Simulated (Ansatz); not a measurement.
# Run report: SiO2, geometry relaxation (part 2 of 3)

The same run, continued: SiO2 (12 atoms in the cell); DFT PBE, scalar-relativistic, plane waves, PAW, no spin polarisation (Ansatz 0.2.0); cutoff 420 eV, 6×6×4 k-mesh, Gaussian smearing of 0.02 eV. The structure derives from a Materials Project entry.

Geometry of the input (Å; fractional positions):
```
4.9926  0.0000  0.0000
0.0000  4.9926  0.0000
0.0000  0.0000  6.9339
Si 0.6987  0.6987  0.5000
Si 0.8013  0.1987  0.7500
Si 0.1987  0.8013  0.2500
Si 0.3013  0.3013  0.0000
O  0.8936  0.7614  0.3201
O  0.1064  0.2386  0.8201
O  0.7614  0.8936  0.6799
O  0.2614  0.6064  0.0701
O  0.2386  0.1064  0.1799
O  0.3936  0.7386  0.4299
O  0.6064  0.2614  0.9299
O  0.7386  0.3936  0.5701
```

The program's output, continued
```
SCF iter   1: F=—  HF=-7096.377206 eV  |F-HF|=—  |Δ(HF+E_count)|=         —  Δρ=3.33e-3  dr2=1.31e-2  ethr=1.96e-5  ⟨swp⟩=3.6  Hψ=6031  notcnv=0
preconditioner: auto → Resta (q_TF=auto, 2.292 Å⁻¹)  ε∞=2.8  [insulator: Δε(μ)=5.516 eV  Ē_g=16.441 eV  σ=0.020 eV  W_gap=1.00  n_scr=36 (ndim 8)  ℏωp=22.0 eV  f_vac=0.252  D(μ)=0.00/eV (n_scr^D=0)  ε∞_Penn≈2.8]
SCF iter   2: F=—  HF=-7096.374400 eV  |F-HF|=—  |Δ(HF+E_count)|=   2.81e-3  Δρ=1.77e-3  dr2=3.16e-3  ethr=1.96e-5  ⟨swp⟩=2.2  Hψ=2049  notcnv=0
SCF iter   3: F=—  HF=-7096.373942 eV  |F-HF|=—  |Δ(HF+E_count)|=   4.58e-4  Δρ=4.73e-4  dr2=2.89e-4  ethr=4.94e-6  ⟨swp⟩=2.9  Hψ=2420  notcnv=0
SCF iter   4: F=—  HF=-7096.373891 eV  |F-HF|=—  |Δ(HF+E_count)|=   5.14e-5  Δρ=1.08e-4  dr2=1.14e-5  ethr=4.51e-7  ⟨swp⟩=2.0  Hψ=2040  notcnv=0
SCF iter   5: F=—  HF=-7096.374288 eV  |F-HF|=—  |Δ(HF+E_count)|=   3.98e-4  Δρ=1.76e-5  dr2=4.56e-7  ethr=1.78e-8  ⟨swp⟩=2.9  Hψ=2477  notcnv=0
SCF iter   6: F=-7096.374289 eV  HF=-7096.374289 eV  |F-HF|=1.31e-8  |Δ(HF+E_count)|=   8.24e-7  Δρ=2.36e-6  dr2=8.33e-9  ethr=3.60e-10  ⟨swp⟩=7.8  Hψ=6435  notcnv=0
SCF 7 converged in 6 iterations: F = -7096.374289 eV  dr2 = 8.33e-9
  greatest PAW one-centre occupation: 0.860 electrons in one spin orbital (limit 2), on the O atom at site 9 (counted from 0), in its partial waves of l = 0
relax step   7: F+E_penalty+E_count = -7096.37428926 eV  Δ(F+E_penalty+E_count) = +4.039e-3 eV  max|allowed force component| = 6.732e-3 eV/Å  Δτ_max = 0.0226 Å  P = +0.044 GPa  Ω = 182.067 Å³  energy of the carried Pulay correction = -6.554e-3 eV  (6 SCF iters, dr2 threshold 2.31e-7 eV, accepted)
Crystal: 12 atoms, lattice volume = 182.802 Å³
iter 1 solved again at ethr=3.81e-6 eV; its pass at ethr=3.10e-3 eV (dr2=2.44e-3 eV) is discarded
SCF iter   1: F=—  HF=-7096.372350 eV  |F-HF|=—  |Δ(HF+E_count)|=         —  Δρ=1.51e-3  dr2=2.55e-3  ethr=3.81e-6  ⟨swp⟩=3.3  Hψ=6539  notcnv=0
preconditioner: auto → Resta (q_TF=auto, 2.290 Å⁻¹)  ε∞=2.8  [insulator: Δε(μ)=5.517 eV  Ē_g=16.441 eV  σ=0.020 eV  W_gap=1.00  n_scr=36 (ndim 8)  ℏωp=22.0 eV  f_vac=0.254  D(μ)=0.00/eV (n_scr^D=0)  ε∞_Penn≈2.8]
SCF iter   2: F=—  HF=-7096.371865 eV  |F-HF|=—  |Δ(HF+E_count)|=   4.85e-4  Δρ=8.10e-4  dr2=6.44e-4  ethr=3.81e-6  ⟨swp⟩=1.9  Hψ=1981  notcnv=0
SCF iter   3: F=—  HF=-7096.371795 eV  |F-HF|=—  |Δ(HF+E_count)|=   6.99e-5  Δρ=1.85e-4  dr2=4.32e-5  ethr=1.01e-6  ⟨swp⟩=2.8  Hψ=2328  notcnv=0
SCF iter   4: F=—  HF=-7096.372044 eV  |F-HF|=—  |Δ(HF+E_count)|=   2.48e-4  Δρ=4.59e-5  dr2=2.23e-6  ethr=6.75e-8  ⟨swp⟩=2.0  Hψ=2050  notcnv=0
SCF iter   5: F=—  HF=-7096.372045 eV  |F-HF|=—  |Δ(HF+E_count)|=   7.00e-7  Δρ=8.69e-6  dr2=1.28e-7  ethr=3.48e-9  ⟨swp⟩=2.8  Hψ=2322  notcnv=0
SCF iter   6: F=-7096.372045 eV  HF=-7096.372045 eV  |F-HF|=3.70e-9  |Δ(HF+E_count)|=   2.11e-7  Δρ=8.92e-7  dr2=1.91e-9  ethr=4.43e-12  ⟨swp⟩=5.8  Hψ=7211  notcnv=0
SCF 8 converged in 6 iterations: F = -7096.372045 eV  dr2 = 1.91e-9
  greatest PAW one-centre occupation: 0.860 electrons in one spin orbital (limit 2), on the O atom at site 8 (counted from 0), in its partial waves of l = 0
relax step   8: F+E_penalty+E_count = -7096.37204474 eV  Δ(F+E_penalty+E_count) = +2.245e-3 eV  max|allowed force component| = 6.956e-3 eV/Å  Δτ_max = 0.0099 Å  P = +0.034 GPa  Ω = 182.802 Å³  energy of the carried Pulay correction = -9.084e-3 eV  (6 SCF iters, dr2 threshold 2.83e-9 eV, accepted)
Crystal: 12 atoms, lattice volume = 183.027 Å³
Basis set: ecut = 420 eV, 3567 PW (Γ), exchange–correlation on 72×72×96 points (8 copies of the dense FFT grid, shifted against one another)
iter 1 solved again at ethr=2.15e-7 eV; its pass at ethr=3.10e-3 eV (dr2=1.38e-4 eV) is discarded
SCF iter   1: F=—  HF=-7096.371118 eV  |F-HF|=—  |Δ(HF+E_count)|=         —  Δρ=3.43e-4  dr2=1.50e-4  ethr=2.15e-7  ⟨swp⟩=3.0  Hψ=5337  notcnv=0
preconditioner: auto → Resta (q_TF=auto, 2.290 Å⁻¹)  ε∞=2.8  [insulator: Δε(μ)=5.515 eV  Ē_g=16.440 eV  σ=0.020 eV  W_gap=1.00  n_scr=36 (ndim 8)  ℏωp=22.0 eV  f_vac=0.254  D(μ)=0.00/eV (n_scr^D=0)  ε∞_Penn≈2.8]
SCF iter   2: F=—  HF=-7096.371080 eV  |F-HF|=—  |Δ(HF+E_count)|=   3.75e-5  Δρ=1.79e-4  dr2=3.43e-5  ethr=2.15e-7  ⟨swp⟩=2.0  Hψ=2051  notcnv=0
SCF iter   3: F=—  HF=-7096.371305 eV  |F-HF|=—  |Δ(HF+E_count)|=   2.25e-4  Δρ=4.81e-5  dr2=3.15e-6  ethr=5.36e-8  ⟨swp⟩=3.0  Hψ=2571  notcnv=0
SCF iter   4: F=—  HF=-7096.371303 eV  |F-HF|=—  |Δ(HF+E_count)|=   1.92e-6  Δρ=1.17e-5  dr2=1.32e-7  ethr=4.91e-9  ⟨swp⟩=2.0  Hψ=2040  notcnv=0
SCF iter   5: F=-7096.371303 eV  HF=-7096.371303 eV  |F-HF|=8.14e-9  |Δ(HF+E_count)|=   1.03e-7  Δρ=1.87e-6  dr2=4.46e-9  ethr=1.36e-11  ⟨swp⟩=5.9  Hψ=6642  notcnv=0
SCF 9 converged in 5 iterations: F = -7096.371303 eV  dr2 = 4.46e-9
  greatest PAW one-centre occupation: 0.860 electrons in one spin orbital (limit 2), on the O atom at site 11 (counted from 0), in its partial waves of l = 0
relax step   9: F+E_penalty+E_count = -7096.37130289 eV  Δ(F+E_penalty+E_count) = +7.418e-4 eV  max|allowed force component| = 4.354e-4 eV/Å  Δτ_max = 0.0024 Å  P = -0.006 GPa  Ω = 183.027 Å³  energy of the carried Pulay correction = -9.876e-3 eV  (5 SCF iters, dr2 threshold 8.72e-9 eV, accepted)
iter 1 solved again at ethr=3.00e-7 eV; its pass at ethr=3.10e-3 eV (dr2=1.92e-4 eV) is discarded
SCF iter   1: F=—  HF=-7096.379975 eV  |F-HF|=—  |Δ(HF+E_count)|=         —  Δρ=1.65e-4  dr2=5.00e-6  ethr=3.00e-7  ⟨swp⟩=4.2  Hψ=10372  notcnv=0
preconditioner: auto → Resta (q_TF=auto, 2.290 Å⁻¹)  ε∞=2.8  [insulator: Δε(μ)=5.515 eV  Ē_g=16.441 eV  σ=0.020 eV  W_gap=1.00  n_scr=36 (ndim 8)  ℏωp=22.0 eV  f_vac=0.254  D(μ)=0.00/eV (n_scr^D=0)  ε∞_Penn≈2.8]
SCF iter   2: F=—  HF=-7096.381168 eV  |F-HF|=—  |Δ(HF+E_count)|=   1.19e-3  Δρ=7.94e-5  dr2=1.17e-6  ethr=7.81e-9  ⟨swp⟩=2.0  Hψ=2165  notcnv=0
SCF iter   3: F=—  HF=-7096.381507 eV  |F-HF|=—  |Δ(HF+E_count)|=   3.39e-4  Δρ=2.20e-5  dr2=8.85e-8  ethr=1.82e-9  ⟨swp⟩=2.4  Hψ=2206  notcnv=0
SCF iter   4: F=—  HF=-7096.381530 eV  |F-HF|=—  |Δ(HF+E_count)|=   2.37e-5  Δρ=1.04e-6  dr2=7.64e-10  ethr=1.38e-10  ⟨swp⟩=2.0  Hψ=2275  notcnv=0
SCF iter   5: F=-7096.381530 eV  HF=-7096.381530 eV  |F-HF|=1.26e-10  |Δ(HF+E_count)|=   7.86e-9  Δρ=1.66e-7  dr2=3.66e-11  ethr=1.00e-12  ⟨swp⟩=6.4  Hψ=5368  notcnv=0
SCF 10 converged in 5 iterations: F = -7096.381530 eV  dr2 = 3.66e-11
  greatest PAW one-centre occupation: 0.860 electrons in one spin orbital (limit 2), on the O atom at site 10 (counted from 0), in its partial waves of l = 0
relax step  10: F+E_penalty+E_count = -7096.38153018 eV  Δ(F+E_penalty+E_count) = -1.023e-2 eV  max|allowed force component| = 3.997e-4 eV/Å  Δτ_max = 0.0000 Å  P = +0.039 GPa  Ω = 183.027 Å³  stress off target by 5.10e-2 GPa  SCF on the basis re-selected at this cell (its energy is not comparable with the rows above)  (5 SCF iters)
basis re-selected at this cell: Δ(F+E_penalty+E_count) = -1.023e-2 eV, ΔP = +0.045 GPa vs the last step (what re-selecting the basis moved, of the pressure what is left beyond the Pulay correction that the steps carried, after the strain that the cell walked since its last selection, with what the two solves' SCF thresholds leave and, on support functions, any second-order correction that the steps lacked; it is no measure of the basis error at this ecutwfc). This SCF's stress stands 5.10e-2 GPa from its target on what of the cell is left free (relax.cell.stress_tol is 5.00e-2 GPa) and its largest allowed force component is 4.00e-4 eV/Å (relax.f_tol is 5.00e-3 eV/Å): not within both, so this SCF does not close the relaxation
Crystal: 12 atoms, lattice volume = 183.433 Å³
Basis set: ecut = 420 eV, 3583 PW (Γ), exchange–correlation on 72×72×96 points (8 copies of the dense FFT grid, shifted against one another)
iter 1 solved again at ethr=8.91e-7 eV; its pass at ethr=3.10e-3 eV (dr2=5.70e-4 eV) is discarded
SCF iter   1: F=—  HF=-7096.380304 eV  |F-HF|=—  |Δ(HF+E_count)|=         —  Δρ=7.14e-4  dr2=6.04e-4  ethr=8.91e-7  ⟨swp⟩=3.4  Hψ=5960  notcnv=0
preconditioner: auto → Resta (q_TF=auto, 2.289 Å⁻¹)  ε∞=2.8  [insulator: Δε(μ)=5.511 eV  Ē_g=16.435 eV  σ=0.020 eV  W_gap=1.00  n_scr=36 (ndim 8)  ℏωp=21.9 eV  f_vac=0.255  D(μ)=0.00/eV (n_scr^D=0)  ε∞_Penn≈2.8]
SCF iter   2: F=—  HF=-7096.380177 eV  |F-HF|=—  |Δ(HF+E_count)|=   1.27e-4  Δρ=3.79e-4  dr2=1.45e-4  ethr=8.91e-7  ⟨swp⟩=2.0  Hψ=2047  notcnv=0
SCF iter   3: F=—  HF=-7096.380156 eV  |F-HF|=—  |Δ(HF+E_count)|=   2.06e-5  Δρ=9.99e-5  dr2=1.30e-5  ethr=2.26e-7  ⟨swp⟩=2.9  Hψ=2385  notcnv=0
SCF iter   4: F=—  HF=-7096.380320 eV  |F-HF|=—  |Δ(HF+E_count)|=   1.63e-4  Δρ=2.33e-5  dr2=5.26e-7  ethr=2.02e-8  ⟨swp⟩=2.0  Hψ=2046  notcnv=0
SCF iter   5: F=—  HF=-7096.380315 eV  |F-HF|=—  |Δ(HF+E_count)|=   4.20e-6  Δρ=3.91e-6  dr2=2.38e-8  ethr=8.22e-10  ⟨swp⟩=3.0  Hψ=2426  notcnv=0
SCF iter   6: F=-7096.380315 eV  HF=-7096.380315 eV  |F-HF|=8.31e-10  |Δ(HF+E_count)|=   4.21e-8  Δρ=4.30e-7  dr2=3.96e-10  ethr=1.02e-11  ⟨swp⟩=6.6  Hψ=5828  notcnv=0
SCF 11 converged in 6 iterations: F = -7096.380315 eV  dr2 = 3.96e-10
relax step  11: F+E_penalty+E_count = -7096.38031540 eV  Δ(F+E_penalty+E_count) = +1.215e-3 eV  max|allowed force component| = 3.699e-4 eV/Å  Δτ_max = 0.0049 Å  P = +0.001 GPa  Ω = 183.433 Å³  energy of the carried Pulay correction = -1.290e-3 eV  (6 SCF iters, dr2 threshold 6.50e-9 eV, accepted)
iter 1 solved again at ethr=2.80e-7 eV; its pass at ethr=3.10e-3 eV (dr2=1.79e-4 eV) is discarded
SCF iter   1: F=—  HF=-7096.380747 eV  |F-HF|=—  |Δ(HF+E_count)|=         —  Δρ=6.96e-5  dr2=2.43e-7  ethr=2.80e-7  ⟨swp⟩=4.3  Hψ=10396  notcnv=0
preconditioner: auto → Resta (q_TF=auto, 2.289 Å⁻¹)  ε∞=2.8  [insulator: Δε(μ)=5.512 eV  Ē_g=16.436 eV  σ=0.020 eV  W_gap=1.00  n_scr=36 (ndim 8)  ℏωp=21.9 eV  f_vac=0.254  D(μ)=0.00/eV (n_scr^D=0)  ε∞_Penn≈2.8]
SCF iter   2: F=—  HF=-7096.381360 eV  |F-HF|=—  |Δ(HF+E_count)|=   6.12e-4  Δρ=3.49e-5  dr2=5.80e-8  ethr=3.80e-10  ⟨swp⟩=3.3  Hψ=2828  notcnv=0
SCF iter   3: F=—  HF=-7096.381518 eV  |F-HF|=—  |Δ(HF+E_count)|=   1.58e-4  Δρ=2.83e-6  dr2=2.24e-9  ethr=9.07e-11  ⟨swp⟩=2.0  Hψ=2280  notcnv=0
SCF iter   4: F=—  HF=-7096.381518 eV  |F-HF|=—  |Δ(HF+E_count)|=   7.93e-7  Δρ=6.78e-7  dr2=3.06e-10  ethr=3.49e-12  ⟨swp⟩=2.0  Hψ=2101  notcnv=0
SCF iter   5: F=-7096.381518 eV  HF=-7096.381518 eV  |F-HF|=2.72e-10  |Δ(HF+E_count)|=   1.48e-8  Δρ=2.77e-7  dr2=6.12e-11  ethr=1.00e-12  ⟨swp⟩=5.8  Hψ=4804  notcnv=0
SCF 12 converged in 5 iterations: F = -7096.381518 eV  dr2 = 6.12e-11
relax step  12: F+E_penalty+E_count = -7096.38151839 eV  Δ(F+E_penalty+E_count) = -1.203e-3 eV  max|allowed force component| = 3.692e-4 eV/Å  Δτ_max = 0.0000 Å  P = +0.004 GPa  Ω = 183.433 Å³  stress off target by 6.98e-3 GPa  SCF on the basis re-selected at this cell (its energy is not comparable with the rows above)  (5 SCF iters)
```

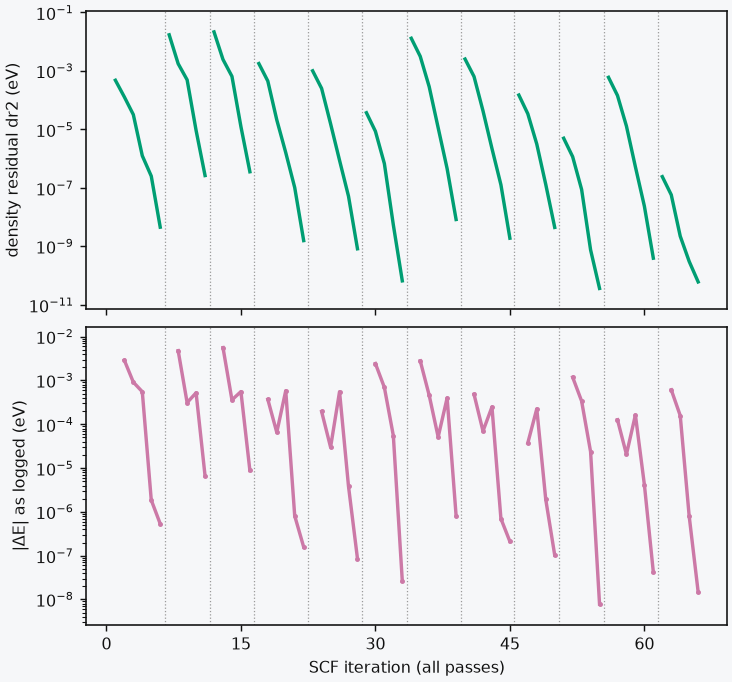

Figure 1. Convergence of the self-consistent field: density residual dr2 and size of the energy change against the SCF iteration. The dotted lines part the SCF passes of the relaxation: geometry steps, rejected trials and re-solves on a re-selected basis. The 12 passes take 5 to 6 iterations each, 66 in all.

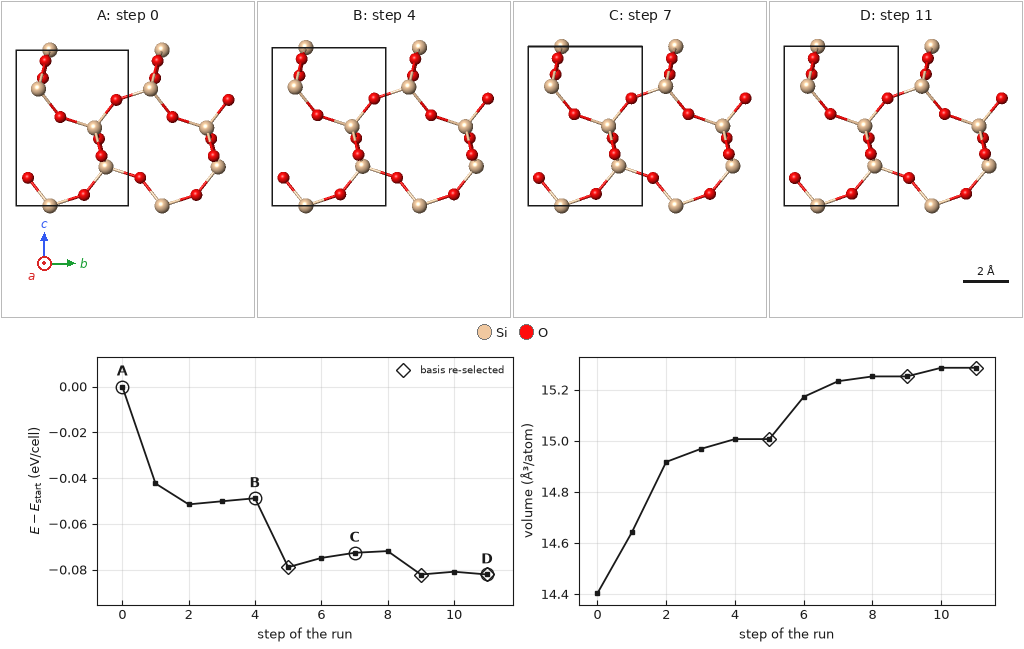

Figure 2. Frames of the relaxation (ball-and-stick view of the cell of the calculation, repeated 1 × 2 × 1, along the a axis) above the curves, on which the letters mark them (the first geometry is step 0 here and step 1 in the log).

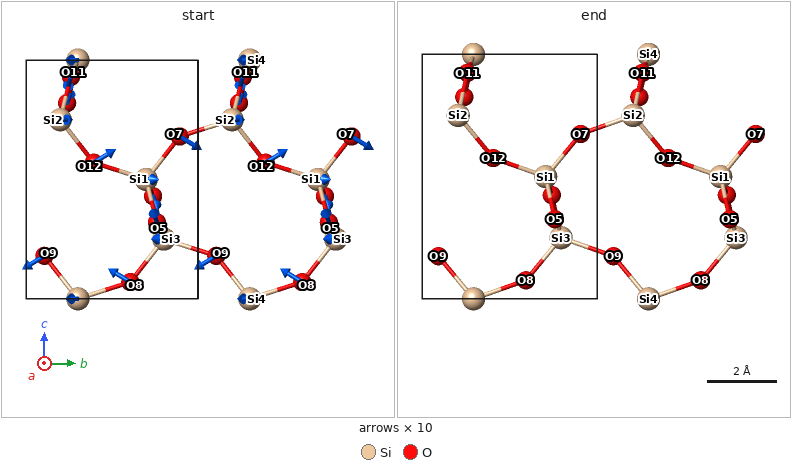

Figure 3. Before (left) and after (right) the relaxation, at one scale (ball-and-stick view of the cell of the calculation, repeated 1 × 2 × 1, along the a axis). The blue arrows give the displacements (without the part carried along by the change of the cell), magnified 10 times. The energy falls by 80.9 meV per cell of the calculation in 8 geometry steps. The largest force component goes from 0.24 to 0.00037 eV/Å. The pressure goes from 4.68 to 0.00 GPa. The basis was re-selected twice at an unchanged geometry, which shifts the energy a little without any move. The largest moves relative to the cell, 0.077 Å, are those of 8 atoms (O5, O6, O7, O8 and others). Largest moves by element: O 0.077 Å, Si 0.053 Å. Cell: a = b 4.993 → 5.083 Å (+1.8 %), c 6.934 → 7.099 Å (+2.4 %). Volume +6.1 %. Among the contacts that change: Si1–O10 1.611 → 1.625 Å, Si1–O5 1.613 → 1.625 Å. Among the angles that change: Si3–O9–Si4 145.9° → 149.0°. The space group stays P4_12_12 (No. 92). The energy change given includes the shifts at the re-selections in mid-walk, which come without any move. A last SCF at the same geometry on a re-selected plane-wave basis shifts the energy by −1.2 meV per cell of the calculation. (Atoms are counted from 1 in the order of the input.)

```
basis re-selected at this cell: Δ(F+E_penalty+E_count) = -1.203e-3 eV, ΔP = +0.003 GPa vs the last step (what re-selecting the basis moved, of the pressure what is left beyond the Pulay correction that the steps carried, after the strain that the cell walked since its last selection, with what the two solves' SCF thresholds leave and, on support functions, any second-order correction that the steps lacked; it is no measure of the basis error at this ecutwfc). This SCF's stress stands 6.98e-3 GPa from its target on what of the cell is left free (relax.cell.stress_tol is 5.00e-2 GPa) and its largest allowed force component is 3.69e-4 eV/Å (relax.f_tol is 5.00e-3 eV/Å): within both
SCF converged after 5 iterations
Free energy (F): -7096.381518 eV
Harris-Foulkes:  -7096.381518 eV  (|F-HF|=2.72e-10)
Internal energy: -7096.381518 eV  (E = F + TS)
E sigma→0 (E₀):  -7096.381518 eV
Fermi energy:    3.650189 eV
--- Per-component energies (eV) ---
  E_band       = -383.462114
  E_kinetic    = 1605.526766
  E_local      = -4681.092658  (includes V_loc(G=0)·N_el)
  E_nonlocal   = 479.303305
  E_hartree    = 1732.457884
  E_xc         = -815.396144
  E_vxc        = -946.194590  (∫ρ·V_xc dr)
  E_paw        = -3324.571291  (= ΣΔE_a)
  E_vpaw       = -305.941786  (= ΣTr[D̂ρ^β])
  E_aug_tail   = 0.020801  (compensation charges beyond the density's cutoff)
  E_ewald      = -2092.630181
  E_smearing   = -0.000000  (= −TS)
  E_closure    = -0.000000  (closes the sum)
  Σ components = -7096.381518   (vs F -7096.381518, Δ=0.00e0)
--- Forces (eV/Å), atoms counted from 1 ---
  atom   1  Si     0.00028383     0.00028383     0.00000000
  atom   2  Si    -0.00028383     0.00028383    -0.00000000
  atom   3  Si     0.00028383    -0.00028383    -0.00000000
  atom   4  Si    -0.00028383    -0.00028383     0.00000000
  atom   5  O      0.00036924    -0.00006392     0.00025543
  atom   6  O     -0.00036924     0.00006392     0.00025543
  atom   7  O     -0.00006392     0.00036924    -0.00025543
  atom   8  O     -0.00006392    -0.00036924     0.00025543
  atom   9  O      0.00006392    -0.00036924    -0.00025543
  atom  10  O      0.00036924     0.00006392    -0.00025543
  atom  11  O     -0.00036924    -0.00006392    -0.00025543
  atom  12  O      0.00006392     0.00036924     0.00025543
  max |Σ_I F_I| component: 7.05e-18 eV/Å
```
